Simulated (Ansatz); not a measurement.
# FePt2: what the fields show

```
CELL_PARAMETERS angstrom
7.25025 0.00000 0.00000
0.00000 7.25025 0.00000
0.00000 0.00000 7.25025
ATOMIC_POSITIONS crystal
Fe 0.00000 0.00000 0.00000
Fe 0.50000 0.50000 0.00000
Fe 0.50000 0.00000 0.50000
Fe 0.00000 0.50000 0.50000
Fe 0.25000 0.25000 0.25000
Fe 0.75000 0.75000 0.25000
Fe 0.75000 0.25000 0.75000
Fe 0.25000 0.75000 0.75000
Pt 0.62500 0.12500 0.12500
Pt 0.12500 0.62500 0.12500
Pt 0.12500 0.12500 0.62500
Pt 0.62500 0.62500 0.62500
Pt 0.62500 0.37500 0.37500
Pt 0.12500 0.87500 0.37500
Pt 0.12500 0.37500 0.87500
Pt 0.62500 0.87500 0.87500
Pt 0.87500 0.37500 0.12500
Pt 0.37500 0.87500 0.12500
Pt 0.37500 0.37500 0.62500
Pt 0.87500 0.87500 0.62500
Pt 0.87500 0.12500 0.37500
Pt 0.37500 0.62500 0.37500
Pt 0.37500 0.12500 0.87500
Pt 0.87500 0.62500 0.87500
```

Space group Fd-3m; spin-polarised.

Theory: Ansatz 0.2.0, DFT PBEsol, scalar-relativistic, plane waves, PAW.

The density is the valence pseudo-density of a PAW calculation; it isn't the true density close to the nuclei.

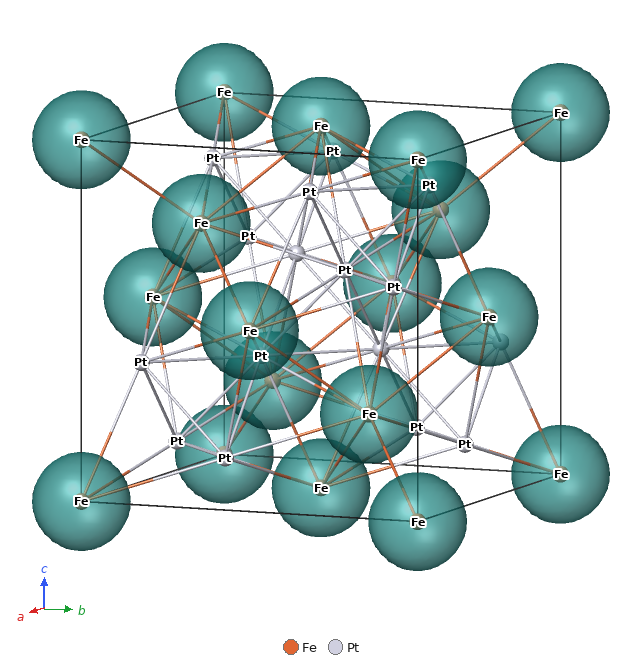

Figure 1. Isosurface of the magnetisation density (up minus down) at +0.1 e/Å³ (teal), seen slightly off an axis. Sticks mark near contacts.

Describe the spin distribution.

Answer. The spin density sits on Fe: +3.3 μB (×8) in one cell of 24 atoms, with smaller moments on other sites: Pt (up to +0.15 μB): parallel main moments (a ferromagnetic arrangement) in this solution. The cell of the calculation (6 atoms) carries 7.0 μB of net spin moment.

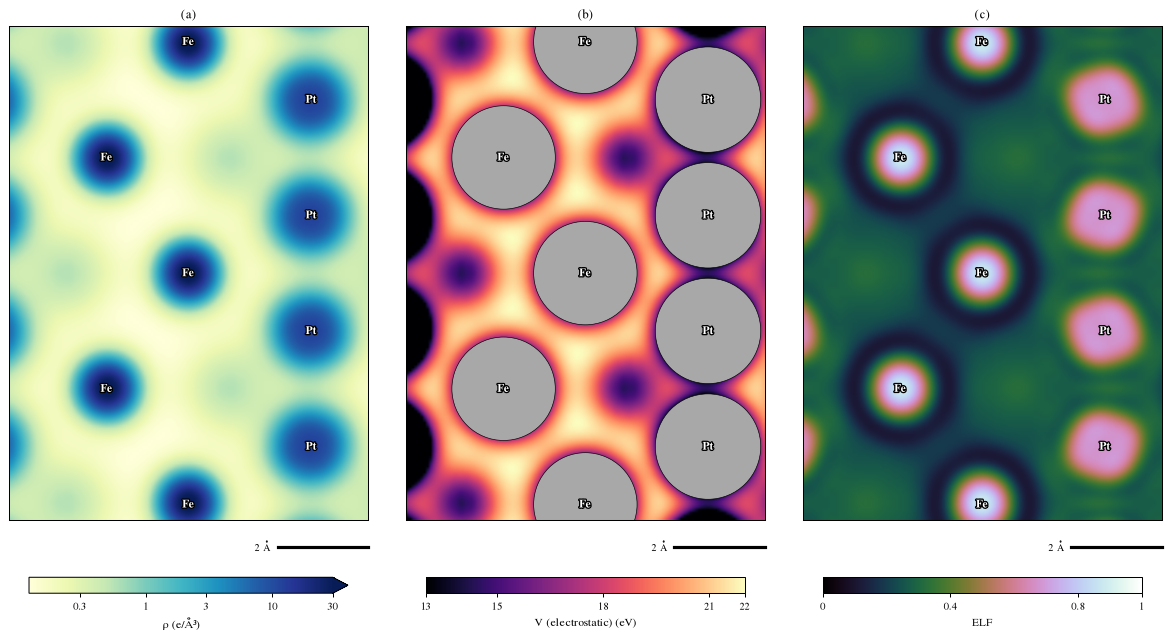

Figure 2. (a) valence electron density; (b) electrostatic potential energy of an electron; (c) electron localisation function on the (101) plane of the conventional cell. Grey discs cover the atomic cores in the potential map.

What do the fields say about this system?

Answer.
- The section cuts through Fe and Pt sites.
- Pt–Pt (2.56 Å): ρ is about 0.56 e/Å³ halfway; the ELF is about 0.30 at the midpoint; no localised pair shows between them.
- Fe–Pt (3.01 Å): the density is about 0.21 e/Å³ at the midpoint, with its minimum of 0.19 e/Å³ about 1.3 Å from Fe; the ELF is about 0.25 at the midpoint: no shared electron pair shows on this line.
- Fe–Fe (3.14 Å): ρ at the midpoint is about 0.12 e/Å³; the ELF is about 0.20 at the midpoint; no localised pair shows between them.
- Between the atoms the lowest density in this plane is 0.12 e/Å³.
- The features right at Fe and Pt lie inside the PAW spheres, where the map follows smoothed inner orbitals and isn't to be read closely.
- Outside the cores the potential energy rises away from the atoms and is highest about 1.8 Å from the nearest atoms; its zero is arbitrary.

Does the calculation give a band gap?

Answer. It is gapless in this calculation (a metal or semimetal).
